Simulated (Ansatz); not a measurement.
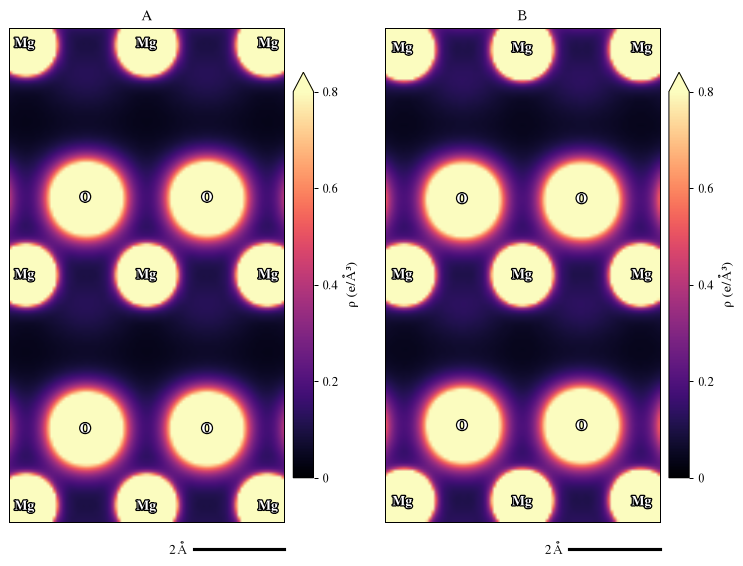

MgO. The valence pseudo-density of two cells that differ in size, on the (110) plane of each (indices in the axes of the calculation cell), at one length scale and on one colour scale: A has 10.0 Å³ an atom and B 9.4.

Space group P-6m2; a structure from a database of computed crystals, not necessarily the ambient phase.

Level of theory: Kohn-Sham DFT of a periodic cell, HSEsol, Ansatz PAW (Ansatz 0.2.0).

What changes from the larger cell to the smaller?

Answer. From the larger cell to the smaller, Mg–O goes from 2.16 to 2.12 Å, and the density at its midpoint from 0.31 to 0.34 e/Å³; the pressure goes from −8 to 0.0 GPa; the Kohn–Sham gap goes from 4.6 eV to 5.1 eV.
